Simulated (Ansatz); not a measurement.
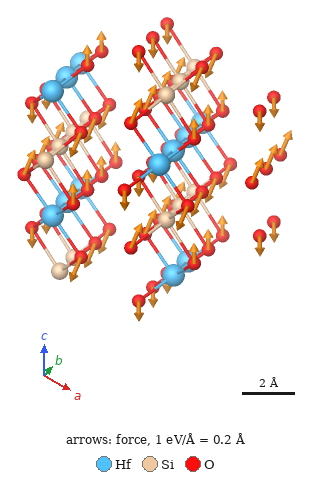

Starting geometry of solid HfSiO4 (built on the CaPbI4-12 type type) with the computed forces as orange arrows. Style: ball-and-stick. Shown: the atoms within 5.8 Å of the atom that moves most (axes of the conventional cell (2 times the calculation's cell)), slightly off an axis. Lengths and directions refer to the drawn axes.

Theory: DFT, PBEsol, plane waves, PAW in Ansatz. Set-up: plane-wave cutoff 420 eV; k-point mesh 8 × 8 × 6; occupations fermi dirac; smearing width 0.03 eV; no spin polarisation; cell and atoms relaxed; force threshold 0.01 eV/Å; at most 120 steps.

**What follows when this structure is relaxed?**

It isn't relaxed: the largest force vector, on O atoms, is 5.54 eV/Å. The final displacements follow the starting forces only in part (cosine between the two patterns 0.80). The energy falls by 552 meV per atom in 13 accepted moves (18 points after the start). The largest force component goes from 5.5 to 0.00055 eV/Å. The pressure goes from 15.57 to 0.01 GPa. The SCF was repeated 5 times at an unchanged geometry on a basis and grid sized afresh for the cell, which shifted the energy by 8.6 meV per atom at most. The largest moves relative to the cell, 0.35 Å, are those of O atoms. Si and Hf stay in place. Cell: a 10.335 → 10.841 Å (+4.9 %), b 2.841 → 2.977 Å (+4.8 %), c 4.967 → 5.173 Å (+4.2 %), β 118.6° → 118.9°. Volume +14.2 %. Near-neighbour distances that change, for instance: O–Si 2.021 → 1.772 Å, Hf–Hf 2.841 → 2.977 Å, Hf–O 1.965 → 2.097 Å, O–Si 2.019 → 1.898 Å. Bond angles that change, for instance: O–Si–O 89.5° → 103.3°, O–Si–O 90.5° → 76.7°, Si–O–Si 89.5° → 103.3°. The space group stays C2/m (No. 12).
